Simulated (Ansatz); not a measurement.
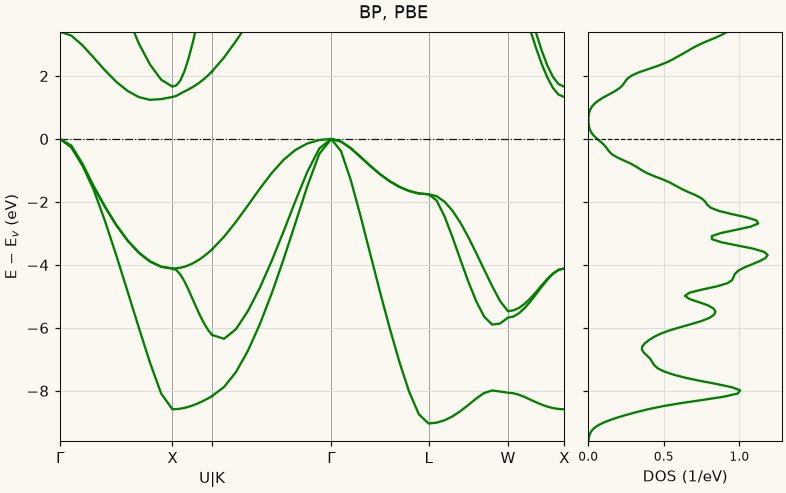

Band structure and density of states. Energies are counted from the top of the valence band. The DOS curve is built from the levels of the k mesh with Gaussians 0.55 eV wide, which also blur the band edges; ripples of that width can come from the mesh.

System: zincblende BP, space group F-43m, 2 atoms in the primitive cell, relaxed with r2SCAN.

Space group F-43m (No. 216). a = 4.537 Å, b = 4.537 Å, c = 4.537 Å, α = 90.00°, β = 90.00°, γ = 90.00°
```json
{"atom": "B", "site": "4a", "symmetry": "-43m", "x": "0.0000", "y": "0.0000", "z": "0.0000"}
{"atom": "P", "site": "4d", "symmetry": "-43m", "x": "0.2500", "y": "0.2500", "z": "0.7500"}
```

Computed with Ansatz: PBE, Ansatz PAW set, no spin polarisation, no spin-orbit coupling, 10×10×10 k mesh, 420 eV cutoff, Fermi-Dirac smearing of 0.02 eV.

Metal, semiconductor or insulator, and what is the gap?

Answer. A semiconductor. The gap along this path is 1.24 eV and indirect, from the valence-band top at Γ to the conduction-band bottom between Γ and X; the smallest direct gap is 3.40 eV, at Γ. At X the lowest conduction band lies only 0.09 eV higher.

How many bands meet at the valence-band top?

Answer. Three bands meet at the valence-band top at Γ: it is triply degenerate (spin aside).

LDA, GGA and most meta-GGA functionals understate gaps.
